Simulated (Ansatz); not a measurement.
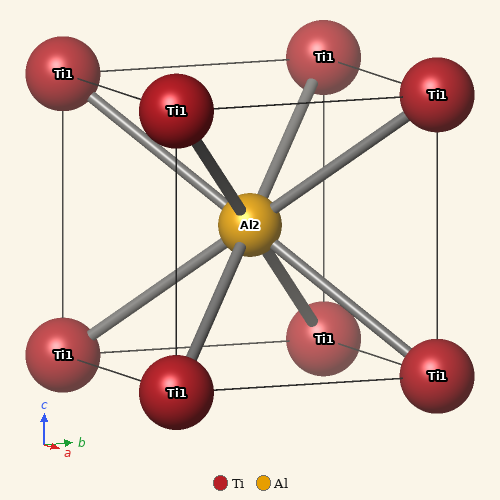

Two computed energy maps of cells of TiAl. The picture above is the structure of the first map.

Map 1

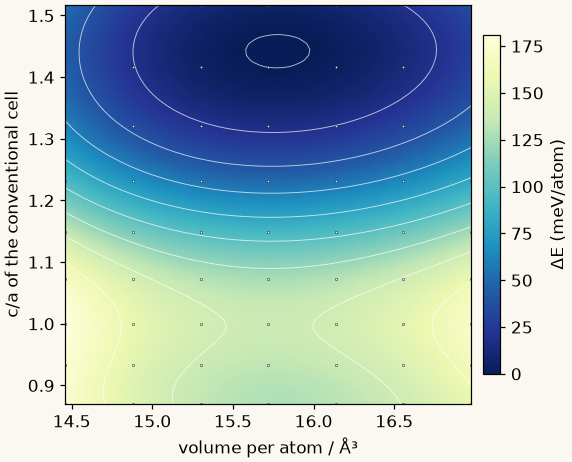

TiAl (Pm-3m, No. 221; 2 atoms in the cell). 
- The energy is mapped over volume and the cell's shape.
- The first coordinate is: volume per atom; the second: c/a of the conventional cell.
- Nothing is relaxed (symmetry fixes all fractional coordinates).
- The scan uses a 7 × 9 grid.
- Points are written as (first, second).
- Energies are in meV/atom, from the lowest grid point.
- The calculation used Ansatz 0.2.0, DFT PBEsol, scalar-relativistic, plane waves, PAW. Settings: cutoff 520 eV, k-mesh 16×16×16, gaussian smearing 0.15 eV, no spin polarisation.

Drawn: a smooth colour map with a few white contour lines, dots at the grid points. Between grid points the surface is interpolated.

Map 2

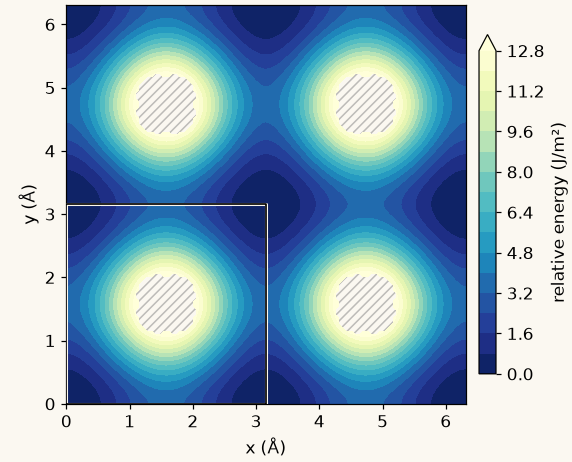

TiAl (Pm-3m, No. 221; 6 atoms in the cell). 
- Gamma surface: rigid slide across a plane, one fault a cell; the plane is (1 0 0) of the conventional cell, and the faces at the cut hold Al and Ti.
- Places are given modulo a cell vector. The map is drawn in real space over the plane of the slide.
- Nothing is relaxed (rigid halves, spacing across the cut fixed).
- Grid: 12 × 12 points; 25 points were computed and 110 follow by symmetry. At 9 points there is no value (left out of the scan, as a rule where atoms come close).
- Energies are in J/m², from the lowest grid point.
- Computed with Ansatz, DFT PBEsol, scalar-relativistic, plane waves, PAW. Settings: cutoff 520 eV, k-mesh 14×14×5 in the order of the run's cell vectors, gaussian smearing 0.15 eV, no spin polarisation.

Drawn: filled contours, the outline of one cell of the 2 × 2 shown, one colour for all values above the top of the scale, hatched blanks where no value was computed. Between grid points the surface is interpolated.

What does each map show?

Map 1: The lowest grid point is at (15.72 Å³, 1.416). The reference structure, at (15.72 Å³, 1.000), is a saddle of this map. No other kind of well shows on this grid. The highest grid point, (14.46 Å³, 1.000), lies 181 meV/atom above the lowest. The reference (Pm-3m) is not the lowest structure on this map: a distortion lowers the energy (space group P4/mmm at the lowest grid point).
Map 2: The lowest grid point is at (0/12, 0/12) of the cell vectors. It is the only kind of minimum in the scanned range. The highest grid point, (4/12, 6/12) of the cell vectors, lies 12.7 J/m² above the lowest. On the interpolated surface the easiest way out of the lowest well to its copy in the next cell or period passes a barrier of about 3.5 J/m².

Maps 1, 2 start from a relaxed reference structure. Do they show a way to lower its energy?

Yes. In map 1 the point (15.72 Å³, 1.416) lies 138 meV/atom below the reference. Elsewhere the reference is the lowest point.

PAW datasets: the set soft_1.
